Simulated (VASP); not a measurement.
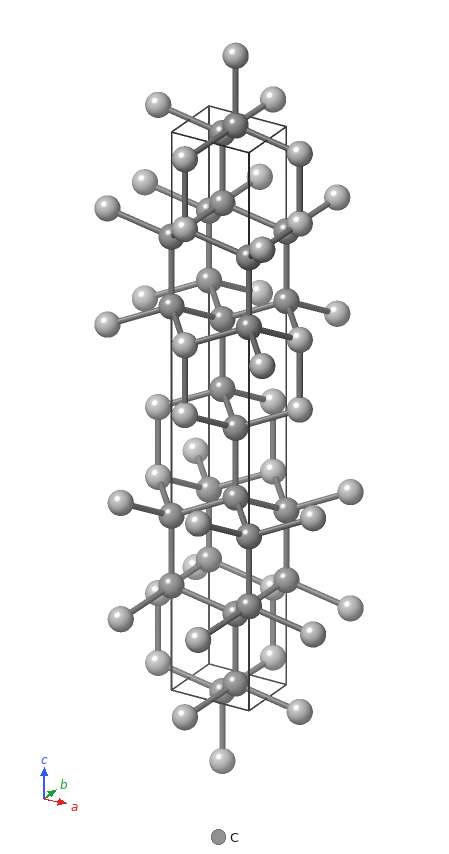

C, space group P6₃/mmc (No. 194), a = 2.522 Å, b = 2.522 Å, c = 12.356 Å, α = 90.00°, β = 90.00°, γ = 120.00°. This ball-and-stick model is shown slightly off an axis. Atoms at the boundary of the conventional unit cell (the box) are drawn once for each face, edge or corner they touch. Every bond is drawn to its end, so some atoms lie outside the box, in fainter colours. This one geometry was run with four functionals. The cell is an entry, possibly a prediction, of the Crystallography Open Database.

Alike in all runs: VASP 6.6.1; VASP's PAW PBE potentials, release 64 (C); cutoff 520 eV; k mesh 12 × 12 × 3 on the run's cell of 12 atoms; occupations fermi-dirac, width 0.05 eV; no spin polarisation; no spin-orbit coupling.

| level | pressure (GPa) | gap (eV) |
| --- | --- | --- |
| rSCAN | -3.1 | 4.58 |
| TPSS | ? | ? |
| r2SCAN | -1.0 | 4.55 |
| SCAN | -3.9 | 4.75 |

> What does TPSS give?

Pressure 2.1 GPa; gap 4.38 eV. That is the highest pressure of all.

> Order the levels by the equilibrium volume that these pressures point to, smallest first.

SCAN (-3.9 GPa), rSCAN (-3.1 GPa), r2SCAN (-1.0 GPa), TPSS (2.1 GPa). A higher pressure at one volume points to a larger equilibrium volume, as long as the bulk moduli are alike; rows a few tenths of a GPa apart can't be told apart.

Gaps are the least found on the k-mesh or band path.

Caveat: rows whose functional differs from that of their potentials carry a shift in pressure and volume, which can reorder them.
